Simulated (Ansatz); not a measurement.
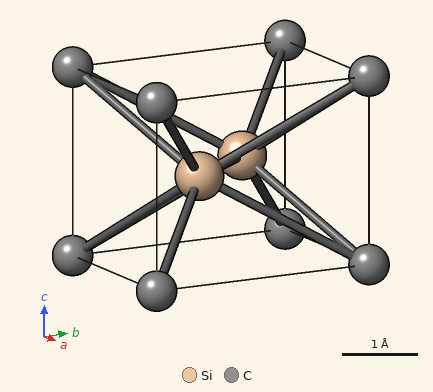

Ball-and-stick drawing of the structure, looking slightly off an axis. The parallelepiped is the conventional unit cell. Cell: a = 4.13 Å, b = 4.13 Å, c = 2.56 Å, α = 90.00°, β = 90.00°, γ = 120.00°.

The structure was taken from a structure type filled with these elements by a generator (whether the compound takes this form wasn't checked). Earlier steps of the study may have refined or changed the cell and positions. It was run through Ansatz as a DFT input.

> In words:

The stoichiometry is Si2C. The structure has P6/mmm (No. 191) symmetry and a primitive hexagonal lattice. The prototype is AlB₂ type. Counting shared atoms by their share gives 2 Si, 1 C, or 3 atoms. With all contacts inside bonding distance counted, the coordination numbers are Si 11 and C 12.

Theory: DFT PBE, scalar-relativistic, plane waves, PAW (Ansatz 0.2.0). Numerical settings: E_cut = 420 eV, a 12×12×16 k-point mesh, Gaussian smearing of 0.1 eV, no spin polarisation.

> Is it conducting or gapped at this level?

A metal: bands cross the Fermi level.

> What are the atomic charges by Bader's partition?

Si +0.28 e; C -0.55 e.

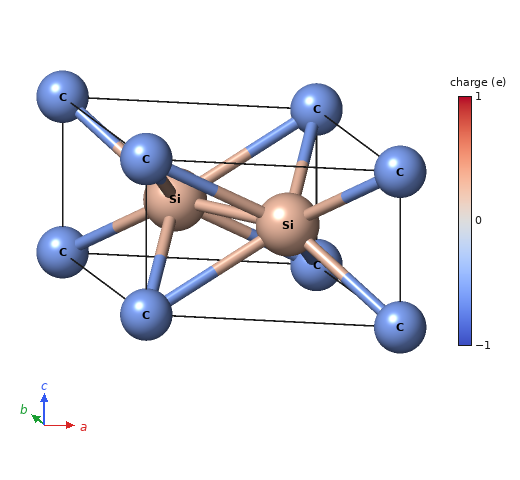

The atoms coloured by those charges. The run's cell of 3 atoms is drawn.

> Has the structure come to rest?

Yes. All forces vanish to within 0.01 eV/Å. The pressure is 0.0 GPa, close to zero.
